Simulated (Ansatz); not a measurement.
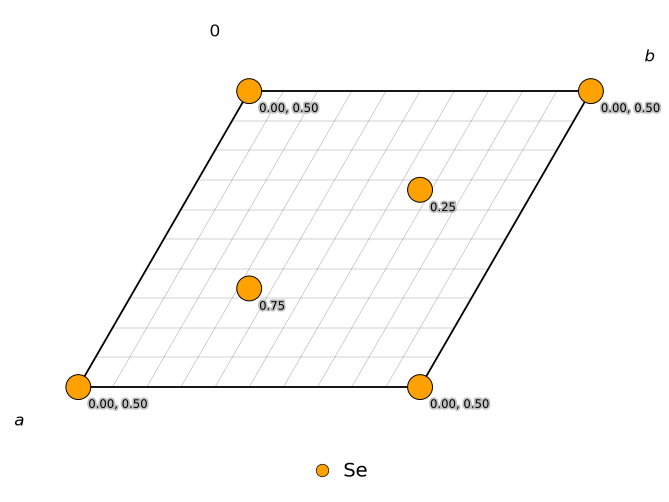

Plan of a unit cell projected along c (a down the page, b across); the numbers are heights as fractions of c, and atoms on the cell's edges are repeated. The grid marks tenths of a and b. Source: the input geometry of an electronic-structure calculation (not necessarily at equilibrium); the starting structure was generated, so it need not be a known form of this composition. The drawing is computed from the coordinates (standard cell, symmetry found to 0.002 Å).

a = 3.851 Å, b = 3.851 Å, c = 7.257 Å, α = 90.00°, β = 90.00°, γ = 120.00°.

### What does the cell contain?

4 Se: Se, Z = 4.

### Which space group?

P6₃/mmc (No. 194), primitive hexagonal.

### Give the independent sites, coordinates to two places.

| atom | site | symmetry | x | y | z |
| --- | --- | --- | --- | --- | --- |
| Se | 2a | -3m. | 0.00 | 0.00 | 0.00 |
| Se | 2c | -6m2 | 0.33 | 0.67 | 0.25 |
